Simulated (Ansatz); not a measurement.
**PbO: density, localisation and related maps**

The calculation's input:

```
crystal:
  lattice:
    - [-0.0324945848, 2.5740229119, 2.5740229119]
    - [2.5740229119, -0.0324945848, 2.5740229119]
    - [2.5740229119, 2.5740229119, -0.0324945848]
  atoms:
    - { symbol: Pb, position: [0.0, 0.0, 0.0] }
    - { symbol: O, position: [0.5, 0.5, 0.5] }
kpoints:
  mp_grid: { grid: [8, 8, 8] }
  band_path:
    path:
      - [0.0, 0.0, 0.0]
      - [0.5, 0.0, 0.5]
      - [0.625, 0.25, 0.625]
      - [0.375, 0.375, 0.75]
      - [0.5, 0.5, 0.5]
      - [0.5, 0.25, 0.75]
      - [0.5, 0.45, 0.55]
    npoints: 1
hamiltonian:
  xc: r2scan
scf:
  occupations: { method: fermi_dirac, width: 0.02 }
  n_extra_bands: 4
output:
  forces: true
  stress: true
  eigenvalues: true
  write_density: true
  write_potential: true
  elf: true
  volumetric_format: npy
```

Launched as:

```sh
ansatz run input.yaml --threads 4 --pin off --max-ram 3686MiB --backend cpu --events-out ev --progress --plain --runs-dir out
```

Below, planes, directions and counts refer to the conventional cell (a = 3.69 Å, b = 3.69 Å, c = 8.86 Å, α = 90.00°, β = 90.00°, γ = 120.00°).

Space group R-3m; started from the rocksalt prototype, which need not be the ambient phase; changed on purpose from its base cell (shear 111 strain -1.9%).

Level of theory: DFT, r2SCAN, plane waves, PAW in Ansatz.

The density is the valence pseudo-density of a PAW calculation; it isn't the true density close to the nuclei.

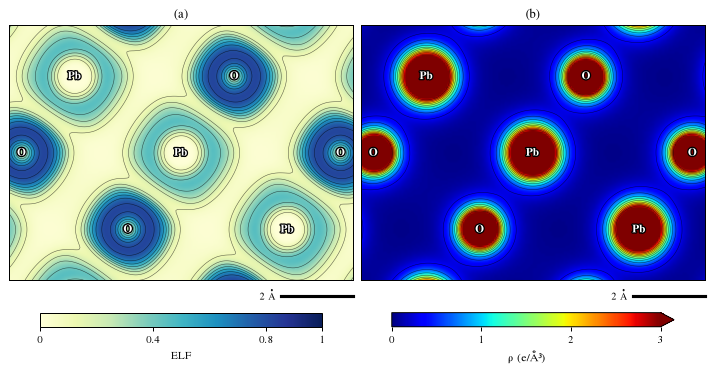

Figure 1. (a) ELF; (b) valence pseudo-density on the (110) plane of the conventional cell.

**Read the bonding off the picture.**

Atoms in the plane: Pb and O. Pb–O (2.59 Å): the density is about 0.28 e/Å³ at the midpoint; the ELF is about 0.15 at the midpoint; no shared electron pair shows on this line. Between the atoms the lowest density in this plane is 0.03 e/Å³.

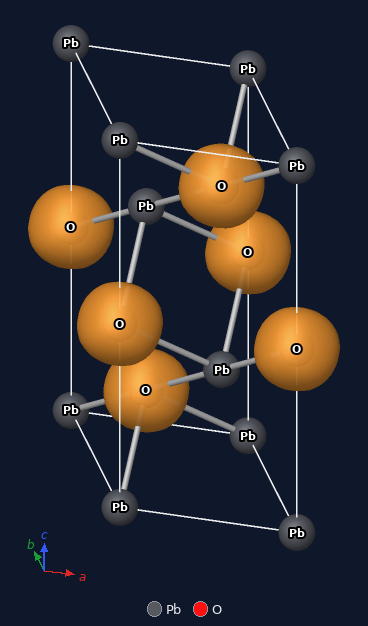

Figure 2. Isosurface of the ELF at 0.7 (orange), seen at an oblique angle. Only the valence region is drawn (cores and ρ < 0.01 e/Å³ removed). Sticks mark near contacts.

**Describe the localisation domains.**

At this value the surface marks out three regions wrapped around O (the valence shell of each), counted in one cell of 6 atoms. Any copies at cell faces, edges or corners count once.

**Does the calculation give a band gap?**

It is gapped, with a Kohn–Sham gap of 0.26 eV on the k-point mesh (the band edges may lie off the mesh, which would make the gap smaller).
